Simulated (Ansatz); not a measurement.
# WSe2: a changed input and its effect

System: WSe2 (Pm, 6 atoms in the cell).
Method of run A: DFT PBEsol, scalar-relativistic, plane waves, PAW, no spin polarisation (Ansatz 0.2.0).

The structure derives from an entry of the Crystallography Open Database. Text and figures count atoms from 1; the logs count them from 0 in places.

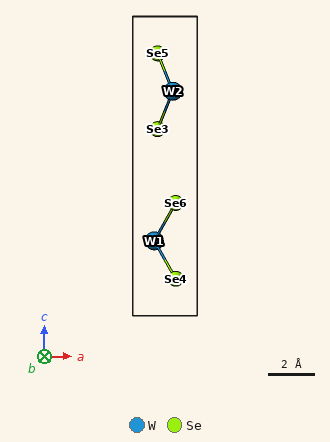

**Figure 1.** The input geometry (ball-and-stick view of the cell of the calculation, along the b axis; atoms are numbered from 1 in the order of the input). An atom can appear more than once, as a periodic image. Near neighbours in the periodic cell (some may lie outside the picture): W has 6 Se at 2.39 to 2.73 Å; Se has 3 W at 2.39 to 2.73 Å.

**Input file, run A**
```yaml
crystal:
  lattice:
    - [3.2711504299, 0.0, 0.0]
    - [-1.6355752149, 2.8328993719, 0.0]
    - [0.0, 0.0, 13.2206659015]
  atoms:
    - { symbol: W, position: [0.3333298843, 0.6666641418, 0.25] }
    - { symbol: W, position: [0.622771476, 0.3011998236, 0.75] }
    - { symbol: Se, position: [0.3844784165, 0.7041074661, 0.623386149] }
    - { symbol: Se, position: [0.6666183527, 0.333297965, 0.123386149] }
    - { symbol: Se, position: [0.3844784165, 0.7041074661, 0.876613851] }
    - { symbol: Se, position: [0.6666183527, 0.333297965, 0.376613851] }
basis:
  ecutwfc: 420
kpoints:
  mp_grid: { grid: [12, 12, 2] }
hamiltonian:
  xc: pbesol
scf:
  occupations: { method: gaussian, width: 0.05 }
output:
  forces: true
  stress: true
  eigenvalues: true
```

Command:
```bash
ansatz run input.yaml --threads 2 --pin off --max-ram 5120MiB --backend cpu --events-out ev --progress --plain --runs-dir out
```

Hardware: 2 threads of Arm Neoverse V1, 24 GiB of memory available, shared host.

**Output, shortened to warnings, some set-up lines, iterations and results (run A)**
```
Basis set: ecut = 420 eV, 2457 PW (Γ), exchange–correlation on 48×48×180 points (8 copies of the dense FFT grid, shifted against one another)
Symmetry: 2 space group operations
k-points: 148 of 288 (time reversal used)
Initial density: superposition of atomic densities (neutral atoms: chi_scale 0, normalization atom), corrected by the library's trained network
[...]
SCF iter   1: F=—  HF=-42212.849213 eV  |F-HF|=—  |Δ(HF+E_count)|=         —  Δρ=5.20e-3  dr2=3.50e-2  ethr=1.77e-3  ⟨swp⟩=6.3  Hψ=29490  notcnv=0  defer=1
SCF iter   2: F=—  HF=-42212.849442 eV  |F-HF|=—  |Δ(HF+E_count)|=   2.29e-4  Δρ=2.91e-3  dr2=5.41e-3  ethr=3.80e-5  ⟨swp⟩=2.1  Hψ=12873  notcnv=0  defer=306
SCF iter   3: F=—  HF=-42212.850460 eV  |F-HF|=—  |Δ(HF+E_count)|=   1.02e-3  Δρ=1.42e-3  dr2=1.76e-3  ethr=5.88e-6  ⟨swp⟩=2.0  Hψ=9466  notcnv=0  defer=176
SCF iter   4: F=—  HF=-42212.850829 eV  |F-HF|=—  |Δ(HF+E_count)|=   3.69e-4  Δρ=1.62e-4  dr2=8.47e-5  ethr=1.91e-6  ⟨swp⟩=2.0  Hψ=9905  notcnv=0  defer=176
SCF iter   5: F=—  HF=-42212.850828 eV  |F-HF|=—  |Δ(HF+E_count)|=   1.03e-6  Δρ=8.66e-5  dr2=2.63e-5  ethr=9.21e-8  ⟨swp⟩=2.0  Hψ=14403  notcnv=0  defer=178
SCF iter   6: F=—  HF=-42212.850822 eV  |F-HF|=—  |Δ(HF+E_count)|=   5.59e-6  Δρ=4.49e-5  dr2=5.00e-6  ethr=2.86e-8  ⟨swp⟩=2.0  Hψ=14247  notcnv=0  defer=179
SCF iter   7: F=—  HF=-42212.850822 eV  |F-HF|=—  |Δ(HF+E_count)|=   5.22e-8  Δρ=1.74e-5  dr2=8.14e-7  ethr=5.44e-9  ⟨swp⟩=2.0  Hψ=9825  notcnv=0  defer=180
SCF iter   8: F=-42212.850822 eV  HF=-42212.850822 eV  |F-HF|=7.05e-9  |Δ(HF+E_count)|=   5.97e-8  Δρ=5.44e-6  dr2=5.85e-8  ethr=1.09e-10  ⟨swp⟩=7.7  Hψ=37409  notcnv=0
SCF 1 converged in 8 iterations: F = -42212.850822 eV  dr2 = 5.85e-8
SCF converged after 8 iterations
Free energy (F): -42212.850822 eV
Harris-Foulkes:  -42212.850822 eV  (|F-HF|=7.05e-9)
Internal energy: -42212.850822 eV  (E = F + TS)
E sigma→0 (E₀):  -42212.850822 eV
Fermi energy:    13.023520 eV
--- Per-component energies (eV) ---
  E_band       = -1710.668611
  E_kinetic    = 1381.509545
  E_local      = -11773.516210  (includes V_loc(G=0)·N_el)
  E_nonlocal   = -2361.738035
  E_hartree    = 5650.770628
  E_xc         = -946.584004
  E_vxc        = -873.357944  (∫ρ·V_xc dr)
  E_paw        = -24344.682109  (= ΣΔE_a)
  E_vpaw       = 614.891237  (= ΣTr[D̂ρ^β])
  E_aug_tail   = -0.002539  (compensation charges beyond the density's cutoff)
  E_ewald      = -9823.085485
  E_core_change = 4.477386  (= ΣΔE_core)
  E_smearing   = -0.000000  (= −TS)
  E_closure    = -0.000000  (closes the sum)
  Σ components = -42212.850822   (vs F -42212.850822, Δ=0.00e0)
--- Forces (eV/Å), atoms counted from 1 ---
  atom   1  W     -0.00035585     0.00123741     0.00000000
  atom   2  W      3.05940196     3.50435406     0.00000000
  atom   3  Se    -1.53328943    -1.75437652    -0.81058268
  atom   4  Se     0.00376789     0.00158230    -0.00722771
  atom   5  Se    -1.53328943    -1.75437652     0.81058268
  atom   6  Se     0.00376789     0.00158230     0.00722771
  max |Σ_I F_I| component: 3.04e-6 eV/Å
--- Stress (GPa, compression-positive) ---
       -0.908692      -2.117037       0.000000
       -2.117038       3.070167       0.000000
        0.000000       0.000000       3.515253
  P = ⅓ Tr σ = 1.8922 GPa (18.922 kbar)
```

The input of run B differs as follows (lines with − go, lines with + come):
```diff
-    - { symbol: W, position: [0.3333298843, 0.6666641418, 0.25] }
-    - { symbol: W, position: [0.622771476, 0.3011998236, 0.75] }
-    - { symbol: Se, position: [0.3844784165, 0.7041074661, 0.623386149] }
-    - { symbol: Se, position: [0.6666183527, 0.333297965, 0.123386149] }
-    - { symbol: Se, position: [0.3844784165, 0.7041074661, 0.876613851] }
-    - { symbol: Se, position: [0.6666183527, 0.333297965, 0.376613851] }
+    - { symbol: W, position: [0.3333356327, 0.6666683499, 0.25] }
+    - { symbol: W, position: [0.6959301271, 0.3547556732, 0.75] }
+    - { symbol: Se, position: [0.2992366112, 0.6417061337, 0.623386149] }
+    - { symbol: Se, position: [0.666698876, 0.3333569122, 0.123386149] }
+    - { symbol: Se, position: [0.2992366112, 0.6417061337, 0.876613851] }
+    - { symbol: Se, position: [0.666698876, 0.3333569122, 0.376613851] }
```

How does run B compare with run A?

With the same functional and potentials, run B lies 58.8 meV per atom lower. The pressure goes from 1.89 to 1.02 GPa. The largest force goes from 4.652 to 3.565 eV/Å. The number of SCF iterations is the same.

**Output, shortened to warnings, some set-up lines, iterations and results (run B)**
```
Basis set: ecut = 420 eV, 2457 PW (Γ), exchange–correlation on 48×48×180 points (8 copies of the dense FFT grid, shifted against one another)
Symmetry: 2 space group operations
k-points: 148 of 288 (time reversal used)
Initial density: superposition of atomic densities (neutral atoms: chi_scale 0, normalization atom), corrected by the library's trained network
[...]
SCF iter   1: F=—  HF=-42213.200585 eV  |F-HF|=—  |Δ(HF+E_count)|=         —  Δρ=5.10e-3  dr2=2.99e-2  ethr=1.77e-3  ⟨swp⟩=6.3  Hψ=29336  notcnv=0  defer=3
SCF iter   2: F=—  HF=-42213.201746 eV  |F-HF|=—  |Δ(HF+E_count)|=   1.16e-3  Δρ=2.80e-3  dr2=4.10e-3  ethr=3.25e-5  ⟨swp⟩=2.1  Hψ=13011  notcnv=0  defer=290
SCF iter   3: F=—  HF=-42213.203099 eV  |F-HF|=—  |Δ(HF+E_count)|=   1.35e-3  Δρ=1.44e-3  dr2=1.26e-3  ethr=4.45e-6  ⟨swp⟩=2.4  Hψ=11303  notcnv=0  defer=161
SCF iter   4: F=—  HF=-42213.203713 eV  |F-HF|=—  |Δ(HF+E_count)|=   6.14e-4  Δρ=1.27e-4  dr2=4.59e-5  ethr=1.37e-6  ⟨swp⟩=2.0  Hψ=10168  notcnv=0  defer=161
SCF iter   5: F=—  HF=-42213.203724 eV  |F-HF|=—  |Δ(HF+E_count)|=   1.09e-5  Δρ=5.54e-5  dr2=9.29e-6  ethr=4.99e-8  ⟨swp⟩=2.0  Hψ=14406  notcnv=0  defer=161
SCF iter   6: F=—  HF=-42213.203723 eV  |F-HF|=—  |Δ(HF+E_count)|=   1.04e-6  Δρ=3.28e-5  dr2=2.94e-6  ethr=1.01e-8  ⟨swp⟩=2.0  Hψ=14412  notcnv=0  defer=161
SCF iter   7: F=—  HF=-42213.203723 eV  |F-HF|=—  |Δ(HF+E_count)|=   4.40e-8  Δρ=1.23e-5  dr2=4.28e-7  ethr=3.19e-9  ⟨swp⟩=2.0  Hψ=9924  notcnv=0  defer=161
SCF iter   8: F=-42213.203723 eV  HF=-42213.203723 eV  |F-HF|=3.47e-9  |Δ(HF+E_count)|=   9.46e-8  Δρ=4.25e-6  dr2=4.01e-8  ethr=1.09e-10  ⟨swp⟩=9.0  Hψ=32226  notcnv=0
SCF 1 converged in 8 iterations: F = -42213.203723 eV  dr2 = 4.01e-8
SCF converged after 8 iterations
Free energy (F): -42213.203723 eV
Harris-Foulkes:  -42213.203723 eV  (|F-HF|=3.47e-9)
Internal energy: -42213.203723 eV  (E = F + TS)
E sigma→0 (E₀):  -42213.203723 eV
Fermi energy:    13.045479 eV
--- Per-component energies (eV) ---
  E_band       = -1710.441528
  E_kinetic    = 1380.888987
  E_local      = -11765.418354  (includes V_loc(G=0)·N_el)
  E_nonlocal   = -2361.865909
  E_hartree    = 5647.157191
  E_xc         = -946.463142
  E_vxc        = -873.210398  (∫ρ·V_xc dr)
  E_paw        = -24344.673658  (= ΣΔE_a)
  E_vpaw       = 614.847174  (= ΣTr[D̂ρ^β])
  E_aug_tail   = -0.002562  (compensation charges beyond the density's cutoff)
  E_ewald      = -9827.303662
  E_core_change = 4.477386  (= ΣΔE_core)
  E_smearing   = -0.000000  (= −TS)
  E_closure    = -0.000000  (closes the sum)
  Σ components = -42213.203723   (vs F -42213.203723, Δ=0.00e0)
--- Forces (eV/Å), atoms counted from 1 ---
  atom   1  W     -0.00146011    -0.00076768     0.00000000
  atom   2  W     -2.61872768    -2.41896940     0.00000000
  atom   3  Se     1.31010114     1.21084841    -0.42375835
  atom   4  Se    -0.00000786    -0.00098037    -0.00534639
  atom   5  Se     1.31010114     1.21084841     0.42375835
  atom   6  Se    -0.00000786    -0.00098037     0.00534639
  max |Σ_I F_I| component: 1.23e-6 eV/Å
--- Stress (GPa, compression-positive) ---
        1.922934       1.269915       0.000000
        1.269915      -0.732264       0.000000
        0.000000       0.000000       1.858373
  P = ⅓ Tr σ = 1.0163 GPa (10.163 kbar)
```

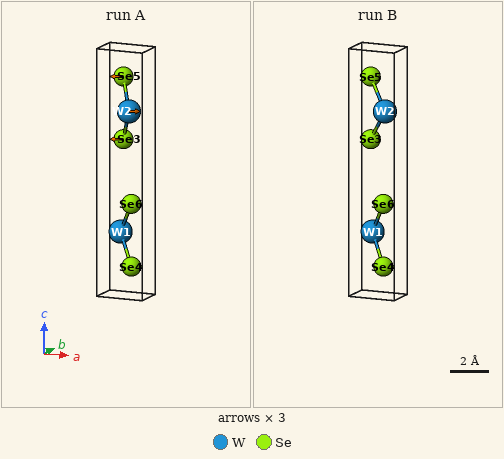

**Figure 2.** The two input geometries at one scale (ball-and-stick view of the cell of the calculation, seen slightly off an axis). The orange arrows on the first give the shifts of the atoms relative to the cell, magnified 3 times. The largest moves, 0.25 Å, are those of Se3 and Se5. Largest moves by element: Se 0.25 Å, W 0.21 Å. The lattice vectors keep their values. Among the contacts that change: W2–Se3 2.732 → 2.393 Å.

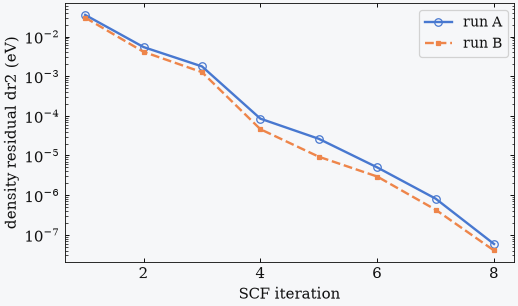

**Figure 3.** Convergence of the two runs: density residual dr2 against the SCF iteration. Run A takes 8 iterations in all, and run B takes 8.

**The two runs side by side**

| quantity | run A | run B |
| --- | --- | --- |
| outcome | converged | converged |
| free energy per atom (eV) | −7035.4751 | −7035.5340 |
| gap on the mesh (eV) | 0.98 | 1.00 |
| pressure (GPa) | 1.89 | 1.02 |
| largest force (eV/Å) | 4.652 | 3.565 |
| SCF iterations | 8 | 8 |
| irreducible k-points | 148 | 148 |
| plane waves at Γ | 2457 | 2457 |
| wall time (shared host) | 58 s | 51 s |

For both runs: Spin–orbit coupling is left out, which matters for W.
